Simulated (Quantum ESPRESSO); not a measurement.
# Magnetic state of CoO from several starts, part 2 of 3

Wanted: the moments of CoO and the energy of each order that was tried.

Quantum ESPRESSO 7.5; PBE with U = 3.5 eV on Co d (ortho-atomic projectors); plane waves with GBRV 1.5 PBE potentials, no spin-orbit coupling.

So far, absolute magnetization (μB): step 2 (start 1: ferro +) 3.01.

**3. Run 2 (antiferro q=(1/2,1/2,1/2) +−)**

This order needs a doubled cell of 4 atoms. The wavevector q is in fractions of the reciprocal vectors of the crystal's primitive cell, as the cells of these inputs are built from it; moments change sign between cells as cos(2π q·R).

pw.in reads:

```
&CONTROL
  calculation = 'scf'
  prefix = 'pwscf'
  outdir = './tmp'
  pseudo_dir = './pseudo'
  disk_io = 'nowf'
/
&SYSTEM
  ibrav = 0
  celldm(1) = 8
  nat = 4
  ntyp = 3
  ecutwfc = 40
  ecutrho = 280
  nbnd = 32
  occupations = 'smearing'
  smearing = 'fd'
  degauss = 0.00367493
  nspin = 2
  starting_magnetization(1) = 0.1765
  starting_magnetization(2) = -0.1765
  starting_magnetization(3) = 0
/
&ELECTRONS
  conv_thr = 8d-09
  electron_maxstep = 150
  mixing_beta = 0.3
/
ATOMIC_SPECIES
Co1    58.9332 co_pbe_v1.2.uspp.F.UPF
Co2    58.9332 co_pbe_v1.2.uspp.F.UPF
O      15.9990 o_pbe_v1.2.uspp.F.UPF
CELL_PARAMETERS alat
  -0.7124267489839    0.7124267489839    0.9955301807613
   0.0000000000000    0.0000000000000    0.9955301807613
   0.0000000000000    0.7124267489839    0.0000000000000
ATOMIC_POSITIONS crystal
Co1     0.0000000000    0.0000000000    0.0000000000
Co2     0.5000000000    0.0000000000    0.0000000000
O       0.0000000000    0.5000000000    0.0000000000
O       0.5000000000    0.5000000000    0.0000000000
K_POINTS automatic
5 10 10 0 0 0
HUBBARD {ortho-atomic}
U Co1-3d 3.5000
U Co2-3d 3.5000
```

Command:

```sh
$ OMP_NUM_THREADS=1 mpirun -n 4 pw.x -nk 4 -in pw.in > pw.out
```

The program printed:

```text
[banner, memory and clock lines left out]
Program PWSCF v.7.5 starts

     Message from routine setup:
     using ibrav=0 with symmetry is DISCOURAGED, use correct ibrav instead

     bravais-lattice index     =            0
     lattice parameter (alat)  =       8.0000  a.u.
     unit-cell volume          =     258.7050 (a.u.)^3
     number of atoms/cell      =            4
     number of atomic types    =            3
     number of electrons       =        46.00
     number of Kohn-Sham states=           32
     kinetic-energy cutoff     =      40.0000  Ry
     charge density cutoff     =     280.0000  Ry
     scf convergence threshold =      8.0E-09
     mixing beta               =       0.3000
     number of iterations used =            8  plain     mixing
     Exchange-correlation= SLA  PW   PBE  PBE
                           (   1   4   3   4   0   0   0)
     Hubbard projectors: ortho-atomic
     Hubbard parameters of DFT+U (Dudarev formulation) in eV:
     U(Co1-3d) =  3.5000
     U(Co2-3d) =  3.5000

     Internal variables: lda_plus_u =T, lda_plus_u_kind = 0

     Internal variables: orbital_resolved =F, hub_pot_fix =F, apply_U = F

     celldm(1)=   8.000000  celldm(2)=   0.000000  celldm(3)=   0.000000
     celldm(4)=   0.000000  celldm(5)=   0.000000  celldm(6)=   0.000000

     crystal axes: (cart. coord. in units of alat)
               a(1) = (  -0.712427   0.712427   0.995530 )
               a(2) = (   0.000000   0.000000   0.995530 )
               a(3) = (   0.000000   0.712427   0.000000 )

     reciprocal axes: (cart. coord. in units 2 pi/alat)
               b(1) = ( -1.403653  0.000000  0.000000 )
               b(2) = (  1.403653 -0.000000  1.004490 )
               b(3) = (  1.403653  1.403653 -0.000000 )

     PseudoPot. # 1 for Co read from file:
     co_pbe_v1.2.uspp.F.UPF
     Pseudo is Ultrasoft + core correction, Zval = 17.0

     PseudoPot. # 2 for Co read from file:
     co_pbe_v1.2.uspp.F.UPF
     Pseudo is Ultrasoft + core correction, Zval = 17.0

     PseudoPot. # 3 for O  read from file:
     o_pbe_v1.2.uspp.F.UPF
     Pseudo is Ultrasoft + core correction, Zval =  6.0

     atomic species   valence    mass     pseudopotential
     Co1              17.00    58.93320     Co( 1.00)
     Co2              17.00    58.93320     Co( 1.00)
     O                 6.00    15.99900     O ( 1.00)

     Starting magnetic structure
     atomic species   magnetization
     Co1             0.176
     Co2            -0.176
     O               0.000

     16 Sym. Ops., with inversion, found

   Cartesian axes

     site n.     atom                  positions (alat units)
         1        Co1    tau(   1) = (   0.0000000   0.0000000   0.0000000  )
         2        Co2    tau(   2) = (  -0.3562134   0.3562134   0.4977651  )
         3        O      tau(   3) = (   0.0000000   0.0000000   0.4977651  )
         4        O      tau(   4) = (  -0.3562134   0.3562134   0.9955302  )

     number of k points=    63  Fermi-Dirac smearing, width (Ry)=  0.0037
                       cart. coord. in units 2pi/alat
        k(    1) = (   0.0000000   0.0000000   0.0000000), wk =   0.0020000
        k(    2) = (   0.1403653   0.1403653   0.0000000), wk =   0.0080000
        k(    3) = (   0.2807306   0.2807306   0.0000000), wk =   0.0080000
        k(    4) = (   0.4210959   0.4210959   0.0000000), wk =   0.0080000
        k(    5) = (   0.5614612   0.5614612   0.0000000), wk =   0.0080000
        [... 58 further k-points ...]

     Dense  grid:    20407 G-vectors     FFT dimensions: (  64,  45,  32)

     Smooth grid:     8861 G-vectors     FFT dimensions: (  45,  36,  24)

     Check: negative core charge=   -0.000038
     Generating pointlists ...
     new r_m :   0.2053 (alat units)  1.6426 (a.u.) for type    1
     new r_m :   0.2053 (alat units)  1.6426 (a.u.) for type    2
     new r_m :   0.2053 (alat units)  1.6426 (a.u.) for type    3

     Initial potential from superposition of free atoms

     starting charge      44.0000, renormalised to      46.0000

     STARTING HUBBARD OCCUPATIONS:

     =================== HUBBARD OCCUPATIONS ===================
     ------------------------ ATOM    1 ------------------------
     Tr[ns(  1)] (up, down, total) =   5.00000  2.00000  7.00000
     Atomic magnetic moment for atom   1 =   3.00000
     [... lines left out ...]
     ------------------------ ATOM    2 ------------------------
     Tr[ns(  2)] (up, down, total) =   2.00000  5.00000  7.00000
     Atomic magnetic moment for atom   2 =  -3.00000
     [... lines left out ...]
     Number of occupied Hubbard levels =   14.0000

     Atomic wfc used for Hubbard projectors are orthogonalized

     Starting wfcs are   34 randomized atomic wfcs

     Self-consistent Calculation

     iteration #  1     ecut=    40.00 Ry     beta= 0.30
     Davidson diagonalization with overlap
     ethr =  1.00E-02,  avg # of iterations =  2.8

     =================== HUBBARD OCCUPATIONS ===================
     ------------------------ ATOM    1 ------------------------
     Tr[ns(  1)] (up, down, total) =   4.62141  0.91755  5.53897
     Atomic magnetic moment for atom   1 =   3.70386
     [... lines left out ...]
     ------------------------ ATOM    2 ------------------------
     Tr[ns(  2)] (up, down, total) =   0.91766  4.62124  5.53890
     Atomic magnetic moment for atom   2 =  -3.70358
     [... lines left out ...]
     Number of occupied Hubbard levels =   11.0779

     total energy              =    -657.57101772 Ry
     estimated scf accuracy    <      11.98438100 Ry

     total magnetization       =     0.00 Bohr mag/cell
     absolute magnetization    =     7.61 Bohr mag/cell

     iteration #  2     ecut=    40.00 Ry     beta= 0.30
     Davidson diagonalization with overlap
     ethr =  1.00E-02,  avg # of iterations =  2.6

     total energy              =    -659.57619197 Ry
     estimated scf accuracy    <       9.81995611 Ry

     total magnetization       =     0.00 Bohr mag/cell
     absolute magnetization    =     2.24 Bohr mag/cell

     [... further iterations left out ...]

     iteration # 23     ecut=    40.00 Ry     beta= 0.30
     Davidson diagonalization with overlap
     ethr =  2.04E-10,  avg # of iterations =  1.0

     total energy              =    -661.18244275 Ry
     estimated scf accuracy    <       0.00000008 Ry

     total magnetization       =     0.00 Bohr mag/cell
     absolute magnetization    =     5.08 Bohr mag/cell

     iteration # 24     ecut=    40.00 Ry     beta= 0.30
     Davidson diagonalization with overlap
     ethr =  1.76E-10,  avg # of iterations =  1.0

     Magnetic moment per site  (integrated on atomic sphere of radius R)
     atom   1 (R=0.205)  charge= 14.5889  magn=  2.3574
     atom   2 (R=0.205)  charge= 14.5890  magn= -2.3563
     atom   3 (R=0.205)  charge=  5.7149  magn= -0.0342
     atom   4 (R=0.205)  charge=  5.7149  magn=  0.0348

     End of self-consistent calculation

     =================== HUBBARD OCCUPATIONS ===================
     ------------------------ ATOM    1 ------------------------
     Tr[ns(  1)] (up, down, total) =   4.89949  2.46344  7.36293
     Atomic magnetic moment for atom   1 =   2.43605
     [... lines left out ...]
     ------------------------ ATOM    2 ------------------------
     Tr[ns(  2)] (up, down, total) =   2.46413  4.89910  7.36323
     Atomic magnetic moment for atom   2 =  -2.43497
     [... lines left out ...]
     Number of occupied Hubbard levels =   14.7262

     Number of k-points >= 100: set verbosity='high' to print the bands.

     the Fermi energy is    13.2716 ev

!    total energy              =    -661.18244276 Ry
     estimated scf accuracy    <          7.6E-09 Ry
     smearing contrib. (-TS)   =      -0.00575745 Ry
     internal energy E=F+TS    =    -661.17668530 Ry

     The total energy is F=E-TS. E is the sum of the following terms:
     one-electron contribution =    -364.10385250 Ry
     hartree contribution      =     209.37572599 Ry
     xc contribution           =     -80.08376652 Ry
     ewald contribution        =    -426.58487188 Ry
     Hubbard energy            =       0.22007960 Ry

     total magnetization       =     0.00 Bohr mag/cell
     absolute magnetization    =     5.08 Bohr mag/cell

     convergence has been achieved in  24 iterations
```

Elapsed: 44 s, on 4 MPI ranks of Intel Xeon Platinum 8488C (Sapphire Rapids), shared host; peak memory 0.47 GiB; 2.9 min of CPU time.

Spin moment in the atom's sphere by atom:

```tsv
atom	spin moment in the atom's sphere (μB)
Co1	2.36
Co2	-2.36
O3	-0.03
O4	0.03
```

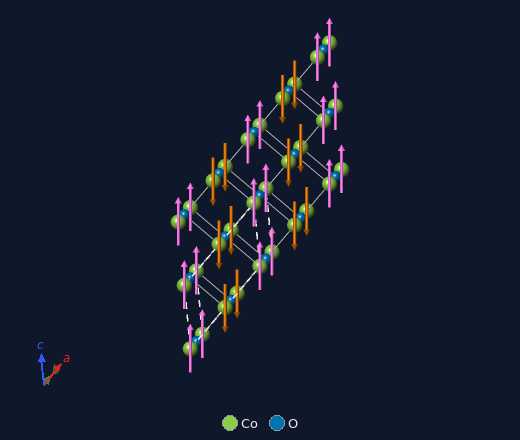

Spin moment in the atom's sphere as arrows, the longest 2.36 μB. Up and down stand for the sign. Arrows give size and sign along the axis of quantisation, drawn up and down the page. The two directions have two colours. 2×1×2 cells are drawn. Some periodic images of atoms are drawn too.

Read from the output:

* smearing term TS: 0.07833 eV
* magnetization: 0 μB
* absolute magnetization: 5.077 μB
* final state: antiferromagnetic

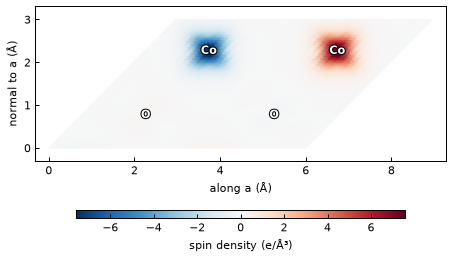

Spin density in the ab plane at fractional z = 0.000, with atoms of Co and O within 0.2 Å of it. The map starts off the cell's origin, so that atoms lie inside it.

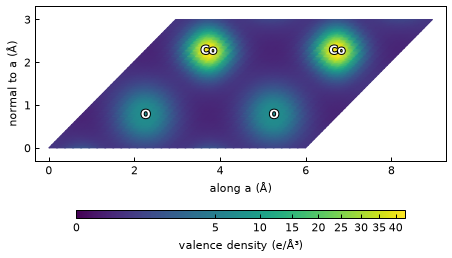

Valence density in the ab plane at fractional z = 0.000, with atoms of Co and O within 0.2 Å of it. It is the smooth field of the valence electrons, not physical close to the nuclei. The map starts off the cell's origin, so that atoms lie inside it. The colour scale is stretched toward low values.

**4. Run 3 (antiferro q=(0,1/2,0) +−)**

The cell is doubled to 4 atoms to hold this order.

Edit pw.in of step 3 so:

```diff
@@ -33,12 +33,12 @@
 CELL_PARAMETERS alat
-  -0.7124267489839    0.7124267489839    0.9955301807613
-   0.0000000000000    0.0000000000000    0.9955301807613
-   0.0000000000000    0.7124267489839    0.0000000000000
+  -0.3562133744920    0.3562133744920    0.4977650903806
+   0.7124267489839   -0.7124267489839    0.9955301807613
+   0.3562133744920    0.3562133744920   -0.4977650903806
 ATOMIC_POSITIONS crystal
 Co1     0.0000000000    0.0000000000    0.0000000000
-Co2     0.5000000000    0.0000000000    0.0000000000
-O       0.0000000000    0.5000000000    0.0000000000
-O       0.5000000000    0.5000000000    0.0000000000
+Co2     0.0000000000    0.5000000000    0.0000000000
+O       0.5000000000    0.2500000000    0.0000000000
+O       0.5000000000    0.7500000000    0.0000000000
 K_POINTS automatic
-5 10 10 0 0 0
+10 5 10 0 0 0
 HUBBARD {ortho-atomic}
```

The program printed:

```text
     [... lines left out ...]
Program PWSCF v.7.5 starts
     [... lines left out ...]
     number of atoms/cell      =            4
     [... lines left out ...]
     number of electrons       =        46.00
     number of Kohn-Sham states=           32
     kinetic-energy cutoff     =      40.0000  Ry
     charge density cutoff     =     280.0000  Ry
     scf convergence threshold =      8.0E-09
     [... lines left out ...]
      4 Sym. Ops., with inversion, found
     [... lines left out ...]
     number of k points=   141  Fermi-Dirac smearing, width (Ry)=  0.0037
     [... lines left out ...]
     iteration # 96     ecut=    40.00 Ry     beta= 0.30
     [... lines left out ...]
     Magnetic moment per site  (integrated on atomic sphere of radius R)
     atom   1 (R=0.205)  charge= 14.5597  magn=  2.5403
     atom   2 (R=0.205)  charge= 14.5596  magn= -2.5403
     atom   3 (R=0.205)  charge=  5.7359  magn= -0.0000
     atom   4 (R=0.205)  charge=  5.7359  magn= -0.0000
     [... lines left out ...]
     Tr[ns(  1)] (up, down, total) =   4.96182  2.34645  7.30827
     [... lines left out ...]
     Tr[ns(  2)] (up, down, total) =   2.34640  4.96182  7.30823
     [... lines left out ...]
     the Fermi energy is    13.3774 ev
!    total energy              =    -661.19507009 Ry
     estimated scf accuracy    <          5.8E-09 Ry
     smearing contrib. (-TS)   =      -0.00475470 Ry
     [... lines left out ...]
     total magnetization       =    -0.00 Bohr mag/cell
     absolute magnetization    =     5.43 Bohr mag/cell
     convergence has been achieved in  96 iterations
```

Wall time 4.9 min (4 MPI ranks); peak memory 0.55 GiB.

Spin moment in the atom's sphere by atom:

```tsv
atom	spin moment in the atom's sphere (μB)
Co1	2.54
Co2	-2.54
O3	0.00
O4	0.00
```

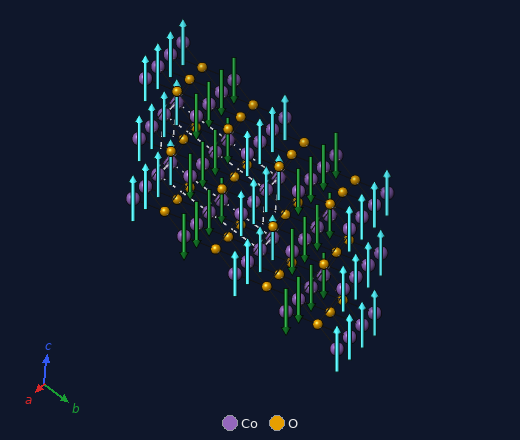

Spin moment in the atom's sphere as arrows, the longest 2.54 μB. Up and down stand for the sign. Arrows give size and sign along the axis of quantisation, drawn up and down the page. The two directions have two colours. 3×2×2 cells are drawn. Some periodic images of atoms are drawn too.

This step gave:

- smearing term TS: 0.06469 eV
- magnetization: 0 μB
- absolute magnetization: 5.434 μB
- final state: antiferromagnetic

(Part 2 of 3 ends here.)

[Logs and program files are shortened in this print: banners, set-up blocks, solver, clock and traceback lines can be left out without a mark of their own.]

[Logs are printed without paths, hosts, clocks, repeated set-up lines and the standing remarks that a program may print on its own settings, such as how far it seeks lower states.]

[Hosts, paths, dates, database ids (printed as entryN), source tags and the programs' standing remarks are cut or masked in the printed files.]

[Where a cell is said to come from a database of computed structures, the database is the Materials Project.]
